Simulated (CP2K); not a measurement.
# Single-point calculation, with input and output: HfO₂

The run: single-point calculation of HfO₂ (Pca2₁, 12 atoms in the cell). Method and program: DFT, PBE, Gaussian and plane waves, basis DZVP-MOLOPT-SR-GTH, GTH potentials (CP2K 2026.2).

The structure derives from a Materials Project entry. The geometry comes from this level: r2SCAN (a point of a series of volumes). It belongs to a series of runs on one base structure; here: volume +6%.

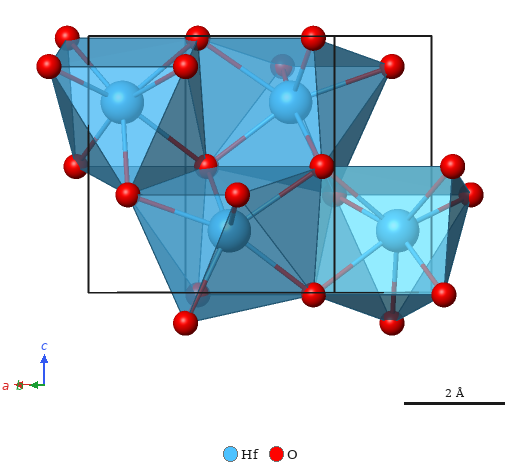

**Figure 1.** The structure (polyhedral view of the cell of the calculation, seen at an oblique angle; polyhedra are completed across the faces of the cell).

Results in brief

| quantity | value |
| --- | --- |
| outcome | converged |
| space group (tolerance 0.01 Å) | Pca2₁ (29) |
| free energy | −8877.7795 eV |
| pressure | −14.09 GPa |
| largest force (length of the vector) | 0.340 eV/Å |
| hardware | 2 threads of Arm Neoverse V1, 24 GiB of memory available, shared host |
| wall time | 69 s (CPU time 1.9 min) |
| peak memory | 0.85 GiB |

Spin–orbit coupling is left out, which matters for Hf. The cell is under a tension of 14.1 GPa at this level, so it is not at its equilibrium volume.

Input file
```
&GLOBAL
 PROJECT run
 RUN_TYPE ENERGY_FORCE
 PRINT_LEVEL LOW
&END GLOBAL
&FORCE_EVAL
 METHOD QS
 STRESS_TENSOR ANALYTICAL
 &DFT
  BASIS_SET_FILE_NAME BASIS_MOLOPT
  POTENTIAL_FILE_NAME GTH_POTENTIALS
  &QS
   EXTRAPOLATION USE_GUESS
  &END QS
  &MGRID
   CUTOFF 500
   REL_CUTOFF 50
  &END MGRID
  &XC
   &XC_FUNCTIONAL PBE
   &END XC_FUNCTIONAL
  &END XC
  &KPOINTS
   SCHEME MONKHORST-PACK 5 5 5
   SYMMETRY F
   FULL_GRID F
  &END KPOINTS
  &SCF
   ADDED_MOS 18
   EPS_SCF 1e-6
   MAX_SCF 80
   &DIAGONALIZATION
   &END DIAGONALIZATION
   &MIXING
    METHOD BROYDEN_MIXING
    ALPHA 0.3
   &END MIXING
   &SMEAR
    METHOD FERMI_DIRAC
    ELECTRONIC_TEMPERATURE [K] 232
   &END SMEAR
   &PRINT
    &ITERATION_INFO
    &END ITERATION_INFO
   &END PRINT
  &END SCF
 &END DFT
 &SUBSYS
  &CELL
   A 5.34940419 0.00000000 0.00000000
   B 0.00000000 5.12902763 0.00000000
   C -0.00000000 0.00000000 5.15852706
  &END CELL
  &COORD
   SCALED
   Hf 0.03250892 0.26701809 0.24108772
   Hf 0.46749108 0.26701809 0.74108772
   Hf 0.53250892 0.73298191 0.24108772
   Hf 0.96749108 0.73298191 0.74108772
   O 0.36703458 0.07001383 0.38076772
   O 0.13296542 0.07001383 0.88076772
   O 0.73217391 0.46109303 0.49114456
   O 0.76782609 0.46109303 0.99114456
   O 0.26782609 0.53890697 0.99114456
   O 0.23217391 0.53890697 0.49114456
   O 0.86703458 0.92998617 0.38076772
   O 0.63296542 0.92998617 0.88076772
  &END COORD
  &KIND Hf
   BASIS_SET DZVP-MOLOPT-SR-GTH
   POTENTIAL GTH-PBE
  &END KIND
  &KIND O
   BASIS_SET DZVP-MOLOPT-SR-GTH
   POTENTIAL GTH-PBE
  &END KIND
 &END SUBSYS
 &PRINT
  &STRESS_TENSOR
  &END STRESS_TENSOR
  &FORCES
  &END FORCES
 &END PRINT
&END FORCE_EVAL
```

Command:
```bash
cp2k.psmp -i run.inp
```

Output
```
bes07p

 CP2K| version string:                                       CP2K version 2026.2
 CP2K|            -lib tblite libvori libbqb
 CP2K| Input file name                                                   run.inp

 GLOBAL| Force Environment number                                              1
 GLOBAL| Cholesky decomposition library                                ScaLAPACK
 GLOBAL| Direct generalized diagonalization requested                          F
 GLOBAL| Matrix multiplication library                                 ScaLAPACK

 GENERATE|  Preliminary Number of Bonds generated:                             0
 GENERATE|  Achieved consistency in connectivity generation.

 *******************************************************************************
 *******************************************************************************
 **                                                                           **
 **     #####                         ##              ##                      **
 **    ##   ##            ##          ##              ##                      **
 **   ##     ##                       ##            ######                    **
 **   ##     ##  ##   ##  ##   #####  ##  ##   ####   ##    #####    #####    **
 **   ##     ##  ##   ##  ##  ##      ## ##   ##      ##   ##   ##  ##   ##   **
 **   ##  ## ##  ##   ##  ##  ##      ####     ###    ##   ######   ######    **
 **    ##  ###   ##   ##  ##  ##      ## ##      ##   ##   ##       ##        **
 **     #######   #####   ##   #####  ##  ##  ####    ##    #####   ##        **
 **           ##                                                    ##        **
 **                                                                           **
 **                                                ... make the atoms dance   **
 **                                                                           **
 **                      J. Chem. Phys. 152, 194103 (2020)                    **
 **                                                                           **
 *******************************************************************************

 TOTAL NUMBERS AND MAXIMUM NUMBERS

  Total number of            - Atomic kinds:                                   2
                             - Atoms:                                         12
                             - Shell sets:                                    12
                             - Shells:                                        72
                             - Primitive Cartesian functions:                 64
                             - Cartesian basis functions:                    236
                             - Spherical basis functions:                    208

  Maximum angular momentum of- Orbital basis functions:                        3
                             - Local part of the GTH pseudopotential:          2
                             - Non-local part of the GTH pseudopotential:      4

 SCF PARAMETERS         Density guess:                                    ATOMIC
                        --------------------------------------------------------
                        max_scf:                                              80
                        max_scf_history:                                       0
                        max_diis:                                              4
                        --------------------------------------------------------
                        eps_scf:                                        1.00E-06
                        eps_scf_history:                                0.00E+00
                        eps_diis:                                       1.00E-01
                        eps_eigval:                                     1.00E-05
                        --------------------------------------------------------
                        level_shift [a.u.]:                             0.000000
                        added MOs                                        18    0
                        --------------------------------------------------------
                        Mixing method:                            BROYDEN_MIXING
                                                charge density mixing in g-space
                        --------------------------------------------------------
                        Smear method:                                FERMI_DIRAC
                        Electronic temperature [K]:                        232.0
                        Electronic temperature [a.u.]:                  7.35E-04
                        Accuracy threshold:                             1.00E-10
                        --------------------------------------------------------
                        No outer SCF

 Extrapolation method: initial_guess

 Number of electrons:                                                         96
 Number of occupied orbitals:                                                 48
 Number of molecular orbitals:                                                66

 Number of orbital functions:                                                208
 Number of independent orbital functions:                                    208

 SCF WAVEFUNCTION OPTIMIZATION

  ------------------------------------------------------------------------------
     1 NoMix/Diag. 0.30E+00    3.7     1.82746876      -326.2166657153 -3.26E+02
     2 Broy./Diag. 0.30E+00    4.5     0.31683964      -315.1322811969  1.11E+01
     3 Broy./Diag. 0.30E+00    4.5     0.08616553      -326.4663431807 -1.13E+01
     4 Broy./Diag. 0.30E+00    4.3     0.02801133      -327.0140476468 -5.48E-01
     5 Broy./Diag. 0.30E+00    4.3     0.02145178      -325.5886651882  1.43E+00
     6 Broy./Diag. 0.30E+00    4.4     0.00615215      -326.2586757579 -6.70E-01
     7 Broy./Diag. 0.30E+00    4.5     0.00254505      -326.2448045339  1.39E-02
     8 Broy./Diag. 0.30E+00    4.5     0.00003209      -326.2539946545 -9.19E-03
     9 Broy./Diag. 0.30E+00    4.4     0.00006281      -326.2525188458  1.48E-03
    10 Broy./Diag. 0.30E+00    4.5     0.00000364      -326.2524641689  5.47E-05
    11 Broy./Diag. 0.30E+00    4.5     0.00000138      -326.2523881872  7.60E-05
    12 Broy./Diag. 0.30E+00    4.4     0.00000103      -326.2523825324  5.65E-06
    13 Broy./Diag. 0.30E+00    4.5     0.00000016      -326.2523845119 -1.98E-06

  *** SCF run converged in    13 steps ***

  Electronic density on regular grids:        -95.9999999997        0.0000000003
  Core density on regular grids:               95.9999999929       -0.0000000071
  Total charge density on r-space grids:       -0.0000000068
  Total charge density g-space grids:          -0.0000000068

  Overlap energy of the core charge distribution:               0.00000001626016
  Self energy of the core charge distribution:               -622.36429959940847
  Core Hamiltonian energy:                                    156.15595007362791
  Hartree energy:                                             192.61657117705150
  Exchange-correlation energy:                                -52.66060617943224
  Electronic entropic energy:                                  -0.00000000000000
  Fermi energy:                                                 0.34745374164617

  Total energy:                                              -326.25238451190120
  Total energy (extrapolated to T->0):                       -326.25238451190120

 ENERGY| Total FORCE_EVAL ( QS ) energy [hartree]           -326.252381146966286

 FORCES| Atomic forces [hartree/bohr]
 FORCES|   Atom     x               y               z               |f|
 FORCES|      1  2.34977178E-03 -5.90710772E-03 -1.81413448E-03   6.61108409E-03
 FORCES|      2 -2.34942043E-03 -5.90718795E-03 -1.81414448E-03   6.61103366E-03
 FORCES|      3  2.34942639E-03  5.90721436E-03 -1.81420862E-03   6.61107697E-03
 FORCES|      4 -2.34975815E-03  5.90708733E-03 -1.81407531E-03   6.61104480E-03
 FORCES|      5 -1.50651143E-03 -2.39310653E-03 -4.75154500E-04   2.86745660E-03
 FORCES|      6  1.50651907E-03 -2.39310876E-03 -4.75158309E-04   2.86746310E-03
 FORCES|      7 -9.77904075E-04  2.72076452E-03  1.20868890E-04   2.89369404E-03
 FORCES|      8  9.77906553E-04  2.72076609E-03  1.20871880E-04   2.89369649E-03
 FORCES|      9  9.77901722E-04 -2.72077122E-03  1.20864296E-04   2.89369936E-03
 FORCES|     10 -9.77905919E-04 -2.72077121E-03  1.20862250E-04   2.89370068E-03
 FORCES|     11 -1.50651938E-03  2.39311168E-03 -4.75154272E-04   2.86746504E-03
 FORCES|     12  1.50651162E-03  2.39310935E-03 -4.75160574E-04   2.86746006E-03
 FORCES| Sum     1.77518831E-08 -5.76143334E-11 -8.67372323E-03
 FORCES| Total atomic force                                       8.67372323E-03

 STRESS| Analytical stress tensor [bar]
 STRESS|                        x                   y                   z
 STRESS|      x       -1.39826231188E+05   2.46989679819E-02   7.91539527285E-03
 STRESS|      y        2.46989679819E-02  -1.48528823864E+05   2.95778412359E-02
 STRESS|      z        7.91539527285E-03   2.95778412359E-02  -1.34420174765E+05
 STRESS| 1/3 Trace                                            -1.40925076606E+05
 STRESS| Determinant                                          -2.79166852327E+15

 STRESS| Eigenvectors and eigenvalues of the analytical stress tensor [bar]
 STRESS|                        1                   2                   3
 STRESS| Eigenvalues  -1.48528823864E+05  -1.39826231188E+05  -1.34420174765E+05
 STRESS|      x          -0.000002838119      0.999999999995      0.000001464181
 STRESS|      y           0.999999999994      0.000002838116      0.000002096436
 STRESS|      z          -0.000002096432     -0.000001464187      0.999999999997
```

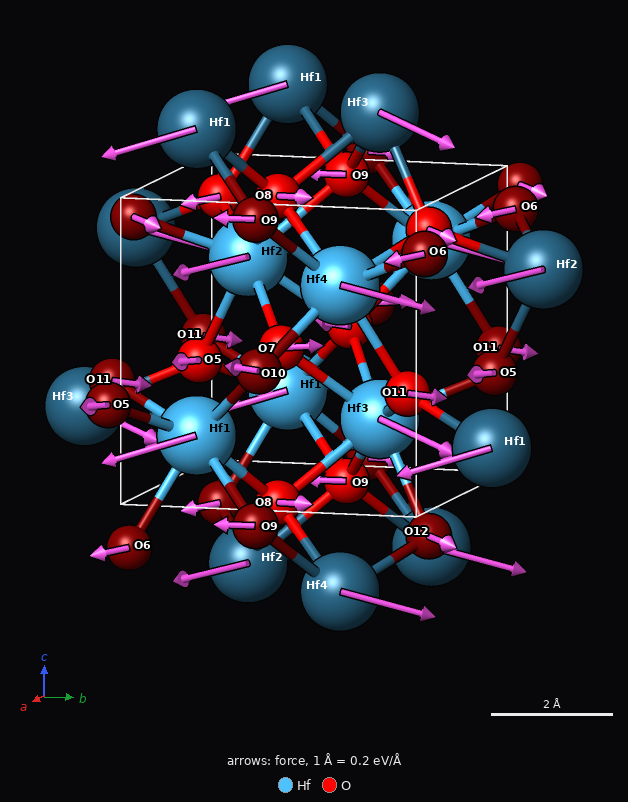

**Figure 2.** Forces on the atoms as pink arrows (ball-and-stick view of the cell of the calculation, seen slightly off an axis; neighbours outside the cell are drawn fainter; atoms are numbered from 1 in the order of the input). The largest act on all 4 Hf atoms (0.34 eV/Å); all 8 O atoms (0.15 eV/Å). The geometry is not a stationary point of this energy.
